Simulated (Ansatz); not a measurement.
# C3H8S (SMILES CCCS) at PBE-QIDH-D3(BJ)-ATM/LANL2DZ (core potential, damping of pbe0)

What is the energy change on altering one bond length of C3H8S at PBE-QIDH-D3(BJ)-ATM/LANL2DZ (core potential, damping of pbe0)? 

The results are computed with Ansatz 0.2.0.

2 further runs of the same task are left out: 1 for a known fault of the program, 1 that didn't finish.

## 1. The system as given

The species is C3H8S (12 atoms), meant as a singlet with charge 0. SMILES: `CCCS`. Geometry: relaxed at PBE0-D4/def2-TZVP. This is one conformer, not always the lowest.

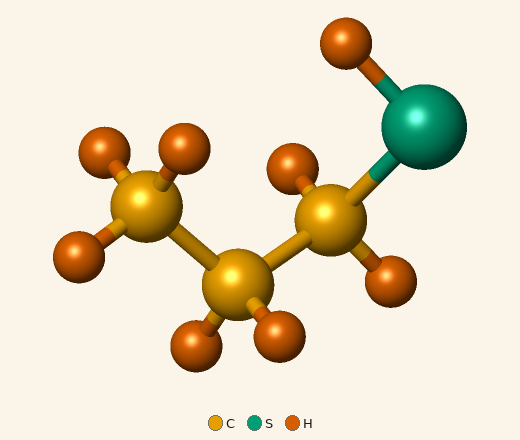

The structure, seen from a chosen angle (carbon amber, sulfur teal, hydrogen orange).

## 2. Energy and forces at PBE-QIDH-D3(BJ)-ATM/LANL2DZ (core potential, damping of pbe0)

run.yaml reads:

```yaml
basis:
  gaussian: {orbitals: LANL2DZ.json}
crystal:
  periodic: [false, false, false]
  atoms:
    - symbol: C
      position_ang: [-1.283300, -0.379200, -0.272800]
    - symbol: C
      position_ang: [0.045200, -0.724800, 0.373600]
    - symbol: C
      position_ang: [1.180600, 0.206600, -0.015700]
    - symbol: S
      position_ang: [1.010700, 1.918500, 0.559900]
    - symbol: H
      position_ang: [-1.199600, -0.359800, -1.363700]
    - symbol: H
      position_ang: [-1.640700, 0.599300, 0.056300]
    - symbol: H
      position_ang: [-2.049500, -1.112000, -0.012100]
    - symbol: H
      position_ang: [0.337600, -1.742000, 0.086700]
    - symbol: H
      position_ang: [-0.058900, -0.723300, 1.462800]
    - symbol: H
      position_ang: [2.117600, -0.129200, 0.434600]
    - symbol: H
      position_ang: [1.332400, 0.212800, -1.097800]
    - symbol: H
      position_ang: [0.025600, 2.287900, -0.272500]
output: {forces: true, orbitals: {seedname: orbitals}}
accuracy: high
hamiltonian: {xc: {name: PBE-QIDH}, dispersion: {method: d3bjatm, functional: pbe0}}
correlation: {electrons: all}
```

The basis set LANL2DZ is read from a file made from the Basis Set Exchange's data (not shown).

Started as:

```console
$ ansatz run run.yaml --threads 1 --pin off --max-ram 2610MiB --events-out events.jsonl --progress --plain --runs-dir runs
```

Log, cut to the lines that bear on the results:

```text
Warning: RAYON_NUM_THREADS=1 ignored (pool sized by the plan → 1); use --threads N
Functional definition: PBE-QIDH
  name "PBE-QIDH"
[...]
1409 factors; integrals over basis functions are off by at most 3.0e-9 eV
[...]
mean field -3503.66542527 eV, -128.7573295088 hartree, gradient 4.9e-8 eV, S^2 0.000000; 0 other end points of the search recorded, 0 dependent functions left out
reference -3503.66542613 eV, -128.7573295405 hartree; 16, 16 occupied and 35, 35 virtual orbitals, 1409 factors
second order -9.66741913 eV of doubles, -0.00000000 eV of singles
[...]
Total energy: -3507.10161012 eV, -128.8836069730 hartree
Atom 0 at    -1.283300    -0.379200    -0.272800 Å, force    -0.397214     0.117215    -0.201254 eV/Å
Atom 1 at     0.045200    -0.724800     0.373600 Å, force     0.170580    -0.411120     0.276707 eV/Å
Atom 2 at     1.180600     0.206600    -0.015700 Å, force     0.651906    -0.902295    -0.462294 eV/Å
Atom 3 at     1.010700     1.918500     0.559900 Å, force     0.228915     1.111380     0.778698 eV/Å
Atom 4 at    -1.199600    -0.359800    -1.363700 Å, force     0.013559     0.003578    -0.061455 eV/Å
Atom 5 at    -1.640700     0.599300     0.056300 Å, force    -0.052843     0.054098     0.019136 eV/Å
Atom 6 at    -2.049500    -1.112000    -0.012100 Å, force    -0.043426    -0.036342     0.019859 eV/Å
Atom 7 at     0.337600    -1.742000     0.086700 Å, force    -0.011400    -0.038230    -0.011842 eV/Å
Atom 8 at    -0.058900    -0.723300     1.462800 Å, force    -0.017584     0.013035     0.050878 eV/Å
Atom 9 at     2.117600    -0.129200     0.434600 Å, force    -0.018706    -0.093829    -0.016355 eV/Å
Atom 10 at     1.332400     0.212800    -1.097800 Å, force    -0.053943    -0.077754    -0.030981 eV/Å
Atom 11 at     0.025600     2.287900    -0.272500 Å, force    -0.469843     0.260264    -0.361096 eV/Å
Dipole moment:    -0.167078    -0.327081    -0.240260 e Å
```

Run time: 18 s. Hardware: 1 thread of Arm Neoverse V1, shared host.

## 3. The distorted shape, same level

run.yaml reads:

```yaml
basis:
  gaussian: {orbitals: LANL2DZ.json}
crystal:
  periodic: [false, false, false]
  atoms:
    - symbol: C
      position_ang: [-0.747197, -1.846959, -0.766453]
    - symbol: C
      position_ang: [0.581303, -2.192559, -0.120053]
    - symbol: C
      position_ang: [1.716703, -1.261159, -0.509353]
    - symbol: S
      position_ang: [1.546803, 0.450741, 0.066247]
    - symbol: H
      position_ang: [-0.663497, -1.827559, -1.857353]
    - symbol: H
      position_ang: [-1.640700, 0.599300, 0.056300]
    - symbol: H
      position_ang: [-1.513397, -2.579759, -0.505753]
    - symbol: H
      position_ang: [0.873703, -3.209759, -0.406953]
    - symbol: H
      position_ang: [0.477203, -2.191059, 0.969147]
    - symbol: H
      position_ang: [2.653703, -1.596959, -0.059053]
    - symbol: H
      position_ang: [1.868503, -1.254959, -1.591453]
    - symbol: H
      position_ang: [0.561703, 0.820141, -0.766153]
output: {forces: true, orbitals: {seedname: orbitals}}
accuracy: high
hamiltonian: {xc: {name: PBE-QIDH}, dispersion: {method: d3bjatm, functional: pbe0}}
correlation: {electrons: all}
```

The basis set LANL2DZ is read from a file made from the Basis Set Exchange's data (not shown).

Started as:

```console
$ ansatz run run.yaml --threads 1 --pin off --max-ram 2610MiB --events-out events.jsonl --progress --plain --runs-dir runs
```

Log, cut to the lines that bear on the results:

```text
Warning: RAYON_NUM_THREADS=1 ignored (pool sized by the plan → 1); use --threads N
Functional definition: PBE-QIDH
  name "PBE-QIDH"
[...]
1410 factors; integrals over basis functions are off by at most 3.3e-9 eV
[...]
mean field -3497.15851896 eV, -128.5182051127 hartree, gradient 3.6e-8 eV, S^2 0.000000; 1 other end points of the search recorded, 0 dependent functions left out; unrestricted orbitals would lower it
reference -3497.15851985 eV, -128.5182051453 hartree; 16, 16 occupied and 35, 35 virtual orbitals, 1410 factors
second order -11.52522989 eV of doubles, -0.00000000 eV of singles
[...]
Total energy: -3501.22282552 eV, -128.6675656238 hartree
Atom 0 at    -0.747197    -1.846959    -0.766453 Å, force     0.267813    -0.913384    -0.225450 eV/Å
Atom 1 at     0.581303    -2.192559    -0.120053 Å, force    -0.398839     0.889443     0.649825 eV/Å
Atom 2 at     1.716703    -1.261159    -0.509353 Å, force     0.738527    -0.693508    -0.469151 eV/Å
Atom 3 at     1.546803     0.450741     0.066247 Å, force     0.436137     1.087997     0.710851 eV/Å
Atom 4 at    -0.663497    -1.827559    -1.857353 Å, force    -0.226568     0.967862    -0.100449 eV/Å
Atom 5 at    -1.640700     0.599300     0.056300 Å, force     0.565442    -1.780258    -0.614137 eV/Å
Atom 6 at    -1.513397    -2.579759    -0.505753 Å, force    -0.605368     0.691812     0.491289 eV/Å
Atom 7 at     0.873703    -3.209759    -0.406953 Å, force    -0.202684    -0.195545    -0.191569 eV/Å
Atom 8 at     0.477203    -2.191059     0.969147 Å, force    -0.013916    -0.050336     0.059583 eV/Å
Atom 9 at     2.653703    -1.596959    -0.059053 Å, force    -0.033694    -0.112166    -0.017143 eV/Å
Atom 10 at     1.868503    -1.254959    -1.591453 Å, force    -0.050577    -0.095184    -0.039176 eV/Å
Atom 11 at     0.561703     0.820141    -0.766153 Å, force    -0.476272     0.203267    -0.254474 eV/Å
Dipole moment:    -0.009345    -0.576574    -0.296940 e Å
```

Wall time 21 s (1 thread of Arm Neoverse V1, shared host).

## 4. Summary of results

At PBE-QIDH-D3(BJ)-ATM/LANL2DZ (core potential, damping of pbe0):

| quantity | value |
| --- | --- |
| first shape: total energy | -128.88361 Eh |
| first shape: dipole moment (SCF part) | 2.11 D |
| first shape: HOMO energy (SCF part's orbitals) | -8.71 eV |
| first shape: LUMO energy (SCF part's orbitals) | 3.54 eV |
| first shape: HOMO–LUMO gap (SCF part's orbitals) | 12.25 eV |
| first shape: dispersion energy | -20.62 kJ/mol |
| first shape: largest force on an atom | 1.376 eV/Å |
| distorted shape: total energy | -128.66757 Eh |
| distorted shape: dipole moment (SCF part) | 3.12 D |
| distorted shape: HOMO energy (SCF part's orbitals) | -7.55 eV |
| distorted shape: LUMO energy (SCF part's orbitals) | -1.71 eV |
| distorted shape: HOMO–LUMO gap (SCF part's orbitals) | 5.84 eV |
| distorted shape: dispersion energy | -21.47 kJ/mol |
| distorted shape: largest force on an atom | 1.966 eV/Å |
| energy change with the C1–H6 bond stretched from 1.092 to 2.731 Å | 5.879 eV |

With the C1–H6 bond stretched from 1.092 to 2.731 Å the energy rises by 5.88 eV (136 kcal/mol). The first shape isn't relaxed at this level, so the change isn't measured from a minimum. A restricted reference can't describe the breaking bond well at this length. The largest force (first shape) is 1.38 eV/Å: the shape isn't a stationary point for this species at this level. The restricted solution (distorted shape) is unstable to spin breaking: an unrestricted one lies lower. Mulliken charges (distorted shape) run from -0.68 on C3 to +0.26 on H10; they depend strongly on the basis.
